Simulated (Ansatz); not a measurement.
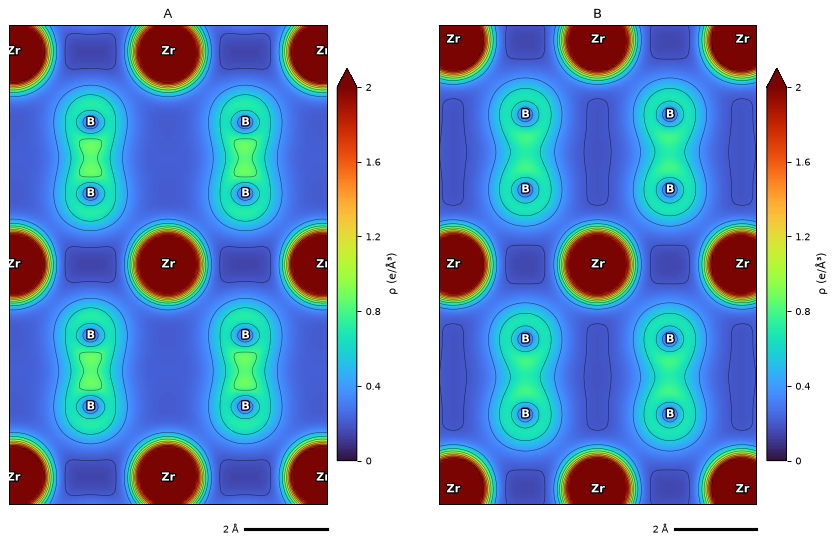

ZrB$_{2}$. The valence electron density of two cells that differ in size and shape, on the (110) plane of each (indices in the axes of the calculation cell), at one length scale and on one colour scale; one has 9.9 and the other 10.3 Å³ an atom.

Computed with DFT LDA, scalar-relativistic, plane waves, PAW in Ansatz 0.2.0.

In a PAW calculation such maps are meaningful between the atoms, not at the nuclei.

The larger cell:

```
Zr B
1.0
     3.17372    0.00000    0.00000
    -1.58686    2.74853    0.00000
     0.00000    0.00000    3.53477
Zr B
1 2
Cartesian
  0.0000 0.0000 0.0000
  0.0000 1.8324 1.7674
  1.5869 0.9162 1.7674
```

The smaller cell: a = 3.008 Å, b = 3.008 Å, c = 3.783 Å, α = 90.00°, β = 90.00°, γ = 120.00°.

> Which is the denser cell? Describe the effect of the change.

Panel A is the smaller cell, by 4 % in volume. From the larger cell to the smaller, Zr–B goes from 2.55 to 2.57 Å; B–B goes from 1.83 to 1.74 Å, and the density at its midpoint from 0.72 to 0.84 e/Å³; the pressure goes from −9 to 3.0 GPa.
